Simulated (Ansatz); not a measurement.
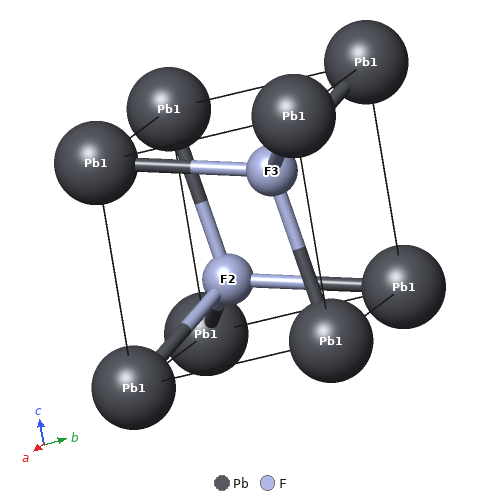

The system is PbF₂ (Fm-3m, No. 225; 3 atoms in the cell); the picture shows the reference structure. The cell is strained homogeneously, by one strain along x and y and another along z, with fractional coordinates fixed (x, y and z along the cube axes). First axis: strain along x and y. Second axis: strain along z. The grid has 5 × 5 points. Points are written as (first, second). Energies are in meV/atom, from the unstrained cell. The reference cell is the one listed in the database, not relaxed at this level. Method: DFT PBEsol, scalar-relativistic, plane waves, PAW in Ansatz. Settings: cutoff 420 eV, k-mesh 8×8×8, gaussian smearing 0.05 eV, no spin polarisation.

Its coordinates:

```yaml
crystal:
  lattice:
    - [0.00000, 2.96985, 2.96985]
    - [2.96985, 0.00000, 2.96985]
    - [2.96985, 2.96985, 0.00000]
  atoms:
    - { symbol: Pb, position: [0.00000, 0.00000, 0.00000] }
    - { symbol: F, position: [0.25000, 0.25000, 0.25000] }
    - { symbol: F, position: [0.75000, 0.75000, 0.75000] }
```

Range: strain along x and y from −3.0 to 3.0 %; strain along z from −3.0 to 3.0 %.

What landscape does the calculation give?

The lowest grid point is at (0.0 %, −1.5 %), −1.1 meV/atom from the unstrained cell. The bottom of the well lies between grid points, at about (−0.7 %, −0.7 %), about 0.58 meV/atom lower on the interpolated surface. It is the only kind of minimum in the scanned range. The highest grid point, (3.0 %, 3.0 %), lies 43.6 meV/atom above the lowest. Round the minimum the valley is strongly tilted: raising strain along x and y shifts the best value of strain along z downwards (coupling k₁₂/√(k₁₁k₂₂) about 0.6). The gap on the k-mesh is 4.2 eV at the lowest point and runs from 4.1 to 4.3 eV over the map.

| strain along z ↓, strain along x and y → | −3.0 | −1.5 | 0.0 | 1.5 | 3.0 |
| --- | --- | --- | --- | --- | --- |
| 3.0 | 5.6 | 3.9 | 10.0 | 23.1 | 42.5 |
| 1.5 | 4.7 | 0.2 | 3.8 | 14.8 | 32.3 |
| 0.0 | 6.7 | −0.9 | 0.0 | 8.7 | 24.4 |
| −1.5 | 11.7 | 0.8 | −1.1 | 5.1 | 18.6 |
| −3.0 | 19.9 | 5.4 | 0.4 | 4.0 | 15.3 |

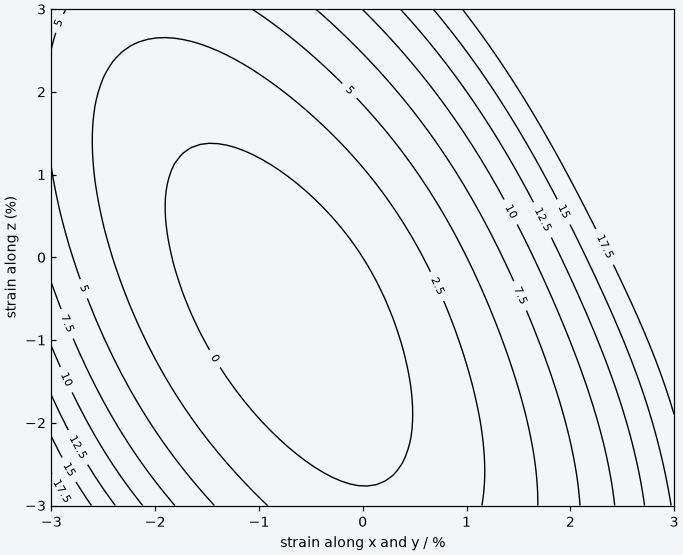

In the figure: contour lines labelled in meV/atom (none above 17.5). Between grid points the surface is interpolated.
